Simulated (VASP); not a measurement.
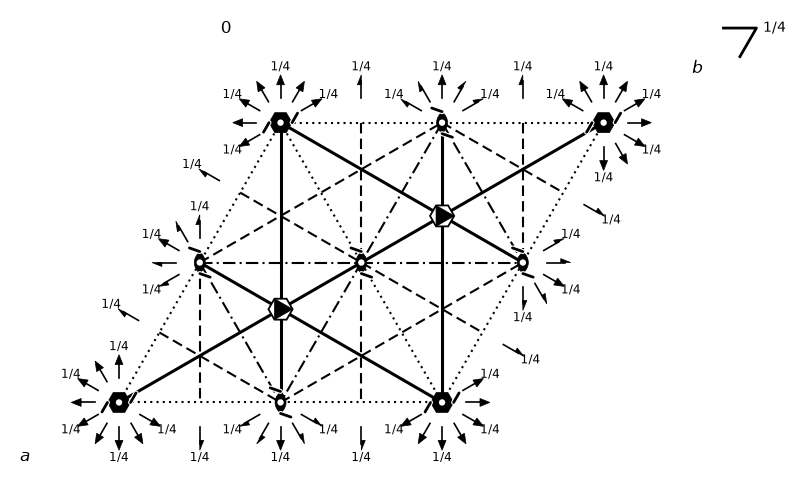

Symmetry elements of a space group, projected down c, computed from the operations of a computed or model structure of composition MoSe2.

Symbols follow the International Tables: origin at the upper left, the third axis towards the viewer; heavy, dashed, dotted, dash-dotted and dash-dot-dot lines are mirror, in-plane glide, out-of-plane glide, diagonal (n; with arrows d) and double (e) glide planes seen edge on; arrows at the rim are 2 (full head) and 2₁ (half head) axes in the plane; the corner sign is a plane parallel to the page; fractions are heights. Handed screw axes carry their printed symbol instead of tails.

**Which space group is it?**

P6₃/mmc (No. 194); primitive hexagonal, point group 6/mmm, 24 general positions a cell.

**List the elements shown.**

−6 axes along c at (1/3, 2/3), (2/3, 1/3); 6₃ axes along c at (0, 0); 2₁ axes along c at (0, 1/2), (1/2, 0), (1/2, 1/2); inversion centres at (0, 0), (0, 1/2), (1/2, 0), (1/2, 1/2); mirror planes holding c and [1 2 0] or [2 1 0] or [−1 1 0]; in-plane glide planes holding c and [1 2 0] or [2 1 0] or [−1 1 0]; c glide planes normal to a*, at x = 0; n glide planes normal to a*, at x = 1/2; c glide planes normal to b*, at y = 0; n glide planes normal to b*, at y = 1/2; c glide planes holding c and [1 1 0]; diagonal glide planes holding c and [1 1 0]; a mirror plane normal to c at height 1/4; 2 axes along [1 1 0] at height 0; 2 axes along [1 2 0] at height 1/4; 2 axes along [2 1 0] at height 1/4; 2 axes along [−1 1 0] at height 1/4; 2 axes along a at height 0; 2 axes along b at height 0; 2₁ axes along [1 1 0] at height 0; 2₁ axes along [1 2 0] at height 1/4; 2₁ axes along [2 1 0] at height 1/4; 2₁ axes along [−1 1 0] at height 1/4; 2₁ axes along a at height 0; 2₁ axes along b at height 0. Heights repeat every half period; positions are (a, b) fractions, modulo 1.

**Write the general positions (in any order).**

x, y, z; −x, −y, −z; x−y, x, z+1/2; −x+y, −x, −z+1/2; −y, x−y, z; y, −x+y, −z; −x, −y, z+1/2; x, y, −z+1/2; −x+y, −x, z; x−y, x, −z; y, −x+y, z+1/2; −y, x−y, −z+1/2; −y, −x, −z+1/2; y, x, z+1/2; −x, −x+y, −z; x, x−y, z; −x+y, y, −z+1/2; x−y, −y, z+1/2; y, x, −z; −y, −x, z; x, x−y, −z+1/2; −x, −x+y, z+1/2; x−y, −y, −z; −x+y, y, z
